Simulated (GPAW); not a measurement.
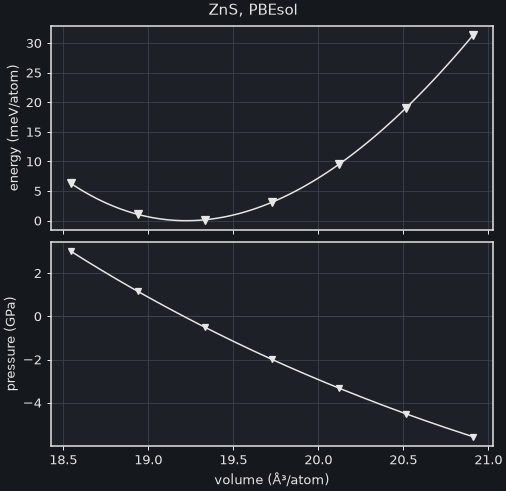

How it was computed, with GPAW 26.7.0: PAW DFT in plane waves, on a grid or in atomic orbitals, no spin polarisation; energies at scaled volumes of the given cell, shape and fractions fixed, counted from the fit's minimum, third-order Birch-Murnaghan fit. Level: PBEsol.

- k mesh: 9×9×9
- occupations: Fermi–Dirac
- smearing width: 0.05 eV
- potentials: PAW data sets made by gpaw setup for the functional
- wave cutoff: 600 eV
- program settings: basis pw

Cell as given: a = 3.821 Å, b = 3.821 Å, c = 3.821 Å, α = 60.00°, β = 60.00°, γ = 60.00°; 2 atoms.

Figure. Energy and pressure against volume for ZnS, space group F-43m (No. 216).

A third-order Birch–Murnaghan fit gives V0 = 19.22 Å³/atom, B0 = 79 GPa and B′ = 4.4. The energy is 6.33 meV/atom at volume 18.54 Å³/atom and 31.36 meV/atom at 20.91 Å³/atom; the lowest computed point is at volume 19.33 Å³/atom (0.15 meV/atom). The pressure falls from 3.02 GPa at volume 18.54 Å³/atom to −5.57 GPa at 20.91 Å³/atom, and changes sign near 19.21 Å³/atom.
